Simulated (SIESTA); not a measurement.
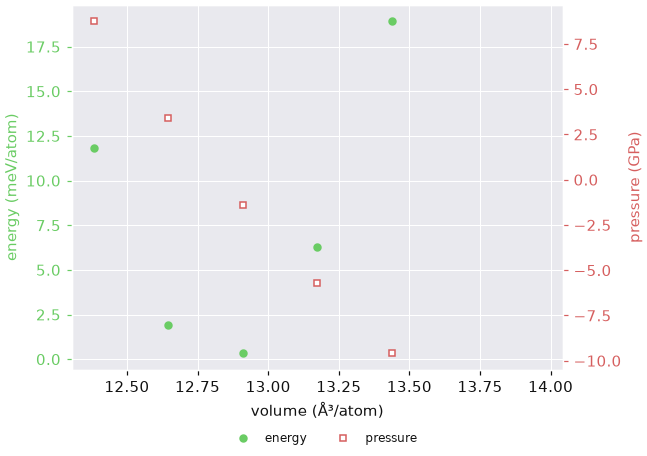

Plotted: energy and pressure against volume for ZrC, space group P6_3/mmc (No. 194).

Cell as given: a = 3.391 Å, b = 3.391 Å, c = 5.290 Å, α = 90.00°, β = 90.00°, γ = 120.00°; 4 atoms.

How it was computed, with SIESTA 5.4.2: DFT in numerical atomic orbitals with pseudopotentials, no spin polarisation; energies at scaled volumes of the given cell, shape and fractions fixed, counted from the fit's minimum, third-order Birch-Murnaghan fit. Level: PBEsol.

- k mesh: 9×9×5
- occupations: Fermi–Dirac
- smearing width: 0.05 eV
- potentials: PseudoDojo 0.4 standard, converted to PSML, two zetas on semicore shells
- program settings: basis DZP, mesh cutoff 800 Ry

The points at volume 13.70 Å³/atom and 13.96 Å³/atom are left out of the plot. What values does the calculation give there?

```tsv
volume (Å³/atom)	energy (meV/atom)	pressure (GPa)
13.70	37.63	-13.08
13.96	61.79	-16.23
```

Caveats: mulliken charges of long orbitals; shape and atomic fractions are frozen while scaling, which makes layered, chain and framework solids too stiff.
